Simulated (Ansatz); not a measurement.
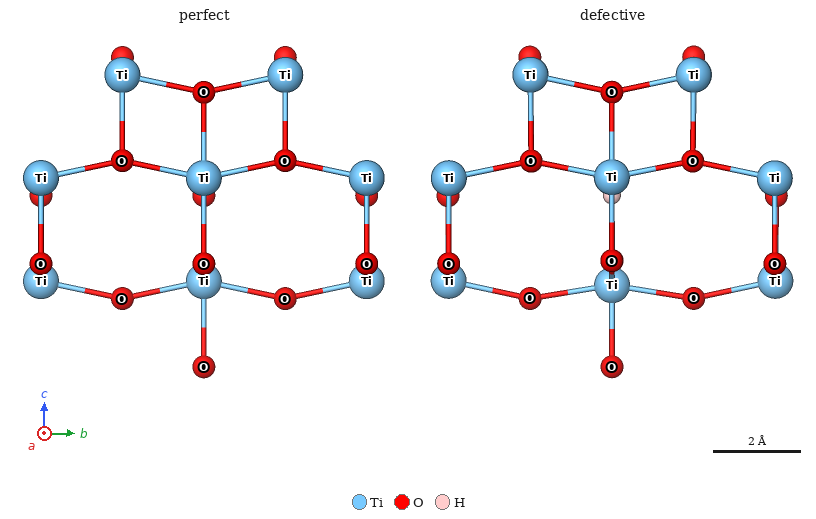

Left: perfect TiO2. Right: the same region with one point defect, after relaxing the atoms in a supercell of 108 sites. A ball-and-stick model of the atoms within 4.6 Å of one point, in a slice 4.2 Å thick across the line of sight, seen along the a axis.

Method: DFT, PBEsol, PAW, plane waves in Ansatz 0.2.0. Settings: plane-wave cutoff 420 eV; k-point mesh 1 × 1 × 1; mesh shifted by (0.25, 0.25, 0.25); collinear spin. Fermi-Dirac smearing of 0.01 eV. A uniform background neutralises the charged cell. The axes drawn are those of the host's conventional cell.

Which defect is it?

Answer. An oxygen atom is replaced by hydrogen.

The charge state of the cell is −1.

What does the relaxation do around it?

Answer. In the host the O atom has 3 Ti at 1.93 to 1.98 Å; the H atom ends with 3 Ti at 2.01 to 2.08 Å, 2 O at 2.37 Å. Of the host's atoms, a titanium atom moves furthest from its site, by 0.09 Å. The cell ends without a net magnetic moment.

Limits of the set-up: the cell is charged, on a uniform background, and energies carry no finite-size correction.
